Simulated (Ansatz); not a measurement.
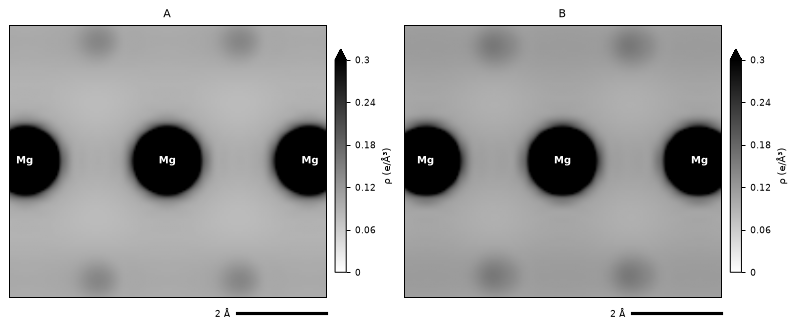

Mg. The valence pseudo-density of two cells that differ in size, on the (100) plane of each (indices in the axes of the calculation cell), at one length scale and on one colour scale; one has 21.4 and the other 24.2 Å³ an atom.

Space group P6₃/mmc.

All numbers below come from DFT PBEsol, scalar-relativistic, plane waves, PAW (Ansatz 0.2.0).

Core electrons are frozen (PAW), and the valence fields are smoothed inside the atomic spheres.

Which panel shows the smaller cell, and what does the compression change?

Panel B is the smaller cell, by 11 % in volume. From the larger cell to the smaller, Mg–Mg goes from 3.21 to 3.08 Å, and the density at its midpoint from 0.1 to 0.11 e/Å³; the pressure goes from −2.2 to 2.2 GPa.
